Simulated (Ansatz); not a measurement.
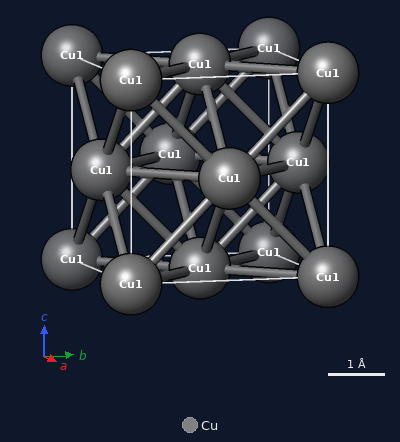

Figure 1. The input geometry of run 1 (ball-and-stick view of the cell 4 times as large as that of the calculation, set on its symmetry axes, seen slightly off an axis; atoms are numbered from 1 in the order of the input). Near neighbours in the crystal (not all of them lie inside the picture): Cu has 12 Cu at 2.60 Å.

## Cu: a changed input and its effect

System: Cu (Fm-3m, 1 atom in the cell).
Method of run 1: DFT, PBE, all-electron LAPW, scalar-relativistic, no spin polarisation (Ansatz 0.2.0).

Its volume is 1.04 times that of the source entry. Text and figures count atoms from 1; the logs count them from 0 in places.

**Input file, run 1**
```yaml
crystal:
  lattice:
    - [0.0, 1.8387671158, 1.8387671158]
    - [1.8387671158, 0.0, 1.8387671158]
    - [1.8387671158, 1.8387671158, 0.0]
  atoms:
    - { symbol: Cu, position: [0.0, 0.0, 0.0] }
kpoints:
  mp_grid: { grid: [20, 20, 20] }
scf:
  occupations: { method: fermi_dirac, width: 0.03 }
hamiltonian:
  xc: pbe
  pseudopotentials: { kind: all_electron, lapw: { basis_error: 0.0005 } }
output:
  forces: true
  stress: true
  eigenvalues: true
```

Command:
```bash
ansatz run input.yaml --threads 1 --pin off --max-ram 2048MiB --backend cpu --events-out ev --progress --plain --runs-dir out
```

Hardware: 1 thread of AMD EPYC (Zen 3), 64 GiB of memory available, shared host.

**Output, shortened to warnings, some set-up lines, iterations and results (run 1)**
```
Basis set: ecut = 304.8097633928899 eV, 169 PW (Γ), exchange–correlation at level 2
Symmetry: 48 space group operations
k-points: 256 of 8000
Initial density: superposition of atomic densities (chi_scale 0.1, normalization cell)
[...]
SCF iter   1: F=—  HF=-45035.141849 eV  |F-HF|=—  |Δ(HF+E_count)|=         —  Δρ=4.21e-2  dr2=1.07e-1  ethr=5.60e-4  ⟨swp⟩=2.6  Hψ=25604  notcnv=0
SCF iter   2: F=—  HF=-45036.059143 eV  |F-HF|=—  |Δ(HF+E_count)|=   9.17e-1  Δρ=2.61e-2  dr2=4.22e-2  ethr=5.60e-4  ⟨swp⟩=3.0  Hψ=12577  notcnv=0
SCF iter   3: F=—  HF=-45034.401208 eV  |F-HF|=—  |Δ(HF+E_count)|=    1.66e0  Δρ=3.12e-3  dr2=6.94e-4  ethr=3.66e-6  ⟨swp⟩=2.0  Hψ=18437  notcnv=0
SCF iter   4: F=—  HF=-45034.295973 eV  |F-HF|=—  |Δ(HF+E_count)|=   1.05e-1  Δρ=5.22e-3  dr2=1.60e-3  ethr=3.65e-6  ⟨swp⟩=3.0  Hψ=12196  notcnv=0
SCF iter   5: F=—  HF=-45034.286190 eV  |F-HF|=—  |Δ(HF+E_count)|=   9.78e-3  Δρ=9.55e-4  dr2=5.14e-5  ethr=3.65e-6  ⟨swp⟩=2.1  Hψ=9807  notcnv=0
SCF iter   6: F=—  HF=-45034.285905 eV  |F-HF|=—  |Δ(HF+E_count)|=   2.85e-4  Δρ=3.53e-5  dr2=6.43e-8  ethr=2.70e-7  ⟨swp⟩=2.0  Hψ=9623  notcnv=0
SCF iter   7: F=-45034.285905 eV  HF=-45034.285905 eV  |F-HF|=4.60e-8  |Δ(HF+E_count)|=   3.65e-8  Δρ=4.60e-6  dr2=1.66e-9  ethr=3.38e-10  ⟨swp⟩=3.0  Hψ=10228  notcnv=0
SCF 1 converged in 7 iterations: F = -45034.285905 eV  dr2 = 1.66e-9
SCF converged after 7 iterations
Free energy (F): -45034.285905 eV
Harris-Foulkes:  -45034.285905 eV  (|F-HF|=4.60e-8)
Internal energy: -45034.285077 eV  (E = F + TS)
E sigma→0 (E₀):  -45034.285491 eV
Entropy (-TS):   -0.000828 eV (-0.828 meV/atom)
Fermi energy:    15.510971 eV
--- Per-component energies (eV) ---
  E_band       = -380.023888
  E_kinetic    = 45807.042699
  E_xc         = -1840.329302
  E_electrostatic = -89000.998474  (all electrons and nuclei)
  E_smearing   = -0.000828  (= −TS)
  E_closure    = 0.000000  (closes the sum)
  E_atoms      = -45030.532457  (free atoms, spherical and without spin; not in F)
  Σ components = -45034.285905   (vs F -45034.285905, Δ=0.00e0)
  Basis errors (estimates in eV, not in F): energy 8.9e-5 per atom: plane waves 8.3e-5 (6.0e-5 summed), levels above the bands 1.7e-283, relativity 7.7e-9, radial functions 6.2e-6, core shells 5.8e-12; eigenvalues (radial functions only) 3.3e-6; not estimated: angular momenta, meshes, grids; target …
--- Forces (eV/Å), atoms counted from 1 ---
  atom   1  Cu    -0.00000000     0.00000000    -0.00000000
  max |Σ_I F_I| component: 1.31e-31 eV/Å
--- Stress (GPa, compression-positive) ---
       -5.017927       0.000000       0.000000
        0.000000      -5.017927       0.000000
        0.000000       0.000000      -5.017927
  P = ⅓ Tr σ = -5.0179 GPa (-50.179 kbar)
```

The input of run 2 differs as follows (lines with − go, lines with + come):
```diff
-  mp_grid: { grid: [20, 20, 20] }
+  mp_grid: { grid: [10, 10, 10] }
+basis:
+  xc_grid: 3
```

Predict how the results change.

The free energy of run 2 is 14.4 meV per atom higher, the joint effect of these numerical settings, which can't be told apart here. The pressure goes from −5.02 to −4.83 GPa. The number of SCF iterations is the same. The irreducible k-points go from 256 to 47. On the same kind of shared host run 2 took about 0.23 times as long.

**Output, shortened to warnings, some set-up lines, iterations and results (run 2)**
```
Basis set: ecut = 304.8097633928899 eV, 169 PW (Γ), exchange–correlation at level 3
Symmetry: 48 space group operations
k-points: 47 of 1000
Initial density: superposition of atomic densities (chi_scale 0.1, normalization cell)
[...]
SCF iter   1: F=—  HF=-45035.131546 eV  |F-HF|=—  |Δ(HF+E_count)|=         —  Δρ=4.22e-2  dr2=1.07e-1  ethr=5.64e-4  ⟨swp⟩=2.6  Hψ=4696  notcnv=0
SCF iter   2: F=—  HF=-45036.044483 eV  |F-HF|=—  |Δ(HF+E_count)|=   9.13e-1  Δρ=2.62e-2  dr2=4.26e-2  ethr=5.64e-4  ⟨swp⟩=3.0  Hψ=2303  notcnv=0
SCF iter   3: F=—  HF=-45034.386918 eV  |F-HF|=—  |Δ(HF+E_count)|=    1.66e0  Δρ=3.11e-3  dr2=6.86e-4  ethr=3.61e-6  ⟨swp⟩=2.0  Hψ=3392  notcnv=0
SCF iter   4: F=—  HF=-45034.281543 eV  |F-HF|=—  |Δ(HF+E_count)|=   1.05e-1  Δρ=5.27e-3  dr2=1.65e-3  ethr=3.61e-6  ⟨swp⟩=3.0  Hψ=2241  notcnv=0
SCF iter   5: F=—  HF=-45034.271750 eV  |F-HF|=—  |Δ(HF+E_count)|=   9.79e-3  Δρ=8.70e-4  dr2=4.21e-5  ethr=3.61e-6  ⟨swp⟩=2.2  Hψ=1808  notcnv=0
SCF iter   6: F=—  HF=-45034.271526 eV  |F-HF|=—  |Δ(HF+E_count)|=   2.24e-4  Δρ=4.03e-5  dr2=8.03e-8  ethr=2.21e-7  ⟨swp⟩=2.0  Hψ=1768  notcnv=0
SCF iter   7: F=-45034.271526 eV  HF=-45034.271526 eV  |F-HF|=1.70e-8  |Δ(HF+E_count)|=   4.17e-8  Δρ=3.05e-6  dr2=8.01e-10  ethr=4.23e-10  ⟨swp⟩=2.9  Hψ=1850  notcnv=0
SCF 1 converged in 7 iterations: F = -45034.271526 eV  dr2 = 8.01e-10
SCF converged after 7 iterations
Free energy (F): -45034.271526 eV
Harris-Foulkes:  -45034.271526 eV  (|F-HF|=1.70e-8)
Internal energy: -45034.270004 eV  (E = F + TS)
E sigma→0 (E₀):  -45034.270765 eV
Entropy (-TS):   -0.001523 eV (-1.523 meV/atom)
Fermi energy:    15.440913 eV
--- Per-component energies (eV) ---
  E_band       = -380.031621
  E_kinetic    = 45807.063848
  E_xc         = -1840.327460
  E_electrostatic = -89001.006392  (all electrons and nuclei)
  E_smearing   = -0.001523  (= −TS)
  E_closure    = 0.000000  (closes the sum)
  E_atoms      = -45030.532457  (free atoms, spherical and without spin; not in F)
  Σ components = -45034.271526   (vs F -45034.271526, Δ=0.00e0)
  Basis errors (estimates in eV, not in F): energy 9.0e-5 per atom: plane waves 8.3e-5 (6.0e-5 summed), levels above the bands 9.3e-284, relativity 7.7e-9, radial functions 6.3e-6, core shells 5.8e-12; eigenvalues (radial functions only) 2.4e-6; not estimated: angular momenta, meshes, grids; target …
--- Forces (eV/Å), atoms counted from 1 ---
  atom   1  Cu    -0.00000000    -0.00000000    -0.00000000
  max |Σ_I F_I| component: 3.70e-32 eV/Å
--- Stress (GPa, compression-positive) ---
       -4.827986      -0.000000       0.000000
       -0.000000      -4.827986       0.000000
        0.000000       0.000000      -4.827986
  P = ⅓ Tr σ = -4.8280 GPa (-48.280 kbar)
```

**The two runs side by side**

| quantity | run 1 | run 2 |
| --- | --- | --- |
| outcome | converged | converged |
| free energy per atom (eV) | −45034.2859 | −45034.2715 |
| energy per atom, smearing taken to zero (eV) | −45034.2855 | −45034.2708 |
| pressure (GPa) | −5.02 | −4.83 |
| largest force (eV/Å) | 0.000 | 0.000 |
| SCF iterations | 7 | 7 |
| irreducible k-points | 256 | 47 |
| plane waves at Γ | 169 | 169 |
| wall time (shared host) | 16 s | 3.6 s |

For run 1: The cell is under a tension of 5.0 GPa at this level, so it is not at its equilibrium volume. For run 2: These settings are looser than, or depart from, a standard set-up, so the numbers are not reference values for this system.
